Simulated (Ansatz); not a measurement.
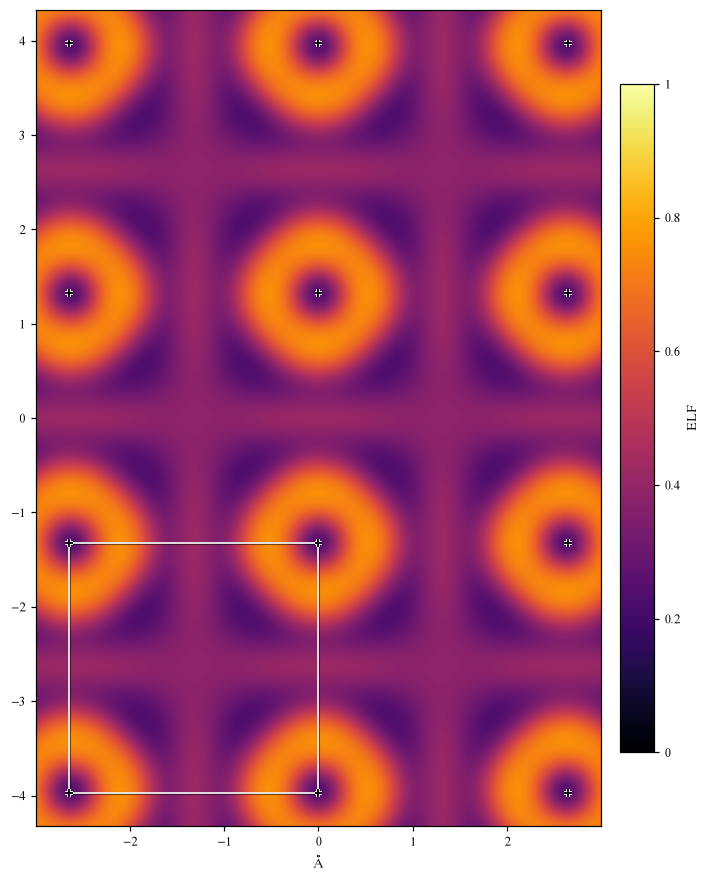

The electron localisation function on a plane through atoms (crosses mark nuclei in the plane).

These are results of Ansatz, DFT, PBE, plane waves (420 eV) with PAW, scalar-relativistic, not measurements.

Candidates:
A. Sc, a = 3.38 Å, b = 3.38 Å, c = 10.79 Å, α = 90.00°, β = 90.00°, γ = 120.00°. Space group P6₃/mmc; set up as Sc, dhcp; a generated structure, not necessarily the stable one; changed on purpose from its base cell (volume × 1.08); computed pressure about −4 GPa in this cell.
B. C, a = 2.51 Å, b = 2.51 Å, c = 4.18 Å, α = 90.00°, β = 90.00°, γ = 120.00°. Space group P6₃/mmc; set up as C, lonsdaleite; changed on purpose from its base cell (volume × 1.0).
C. Re, a = 2.65 Å, b = 2.65 Å, c = 2.65 Å, α = 90.00°, β = 90.00°, γ = 90.00°. Space group Pm-3m; set up as Re, simple cubic; a generated structure, not necessarily the stable one; changed on purpose from its base cell (volume × 1.08); computed pressure about −17 GPa in this cell; computed without spin polarisation.

Which candidate gave the map?

Candidate C: Re on the (010) plane of the conventional cell, which holds Re. Re–Re (2.65 Å): the ELF is about 0.40 at the midpoint.
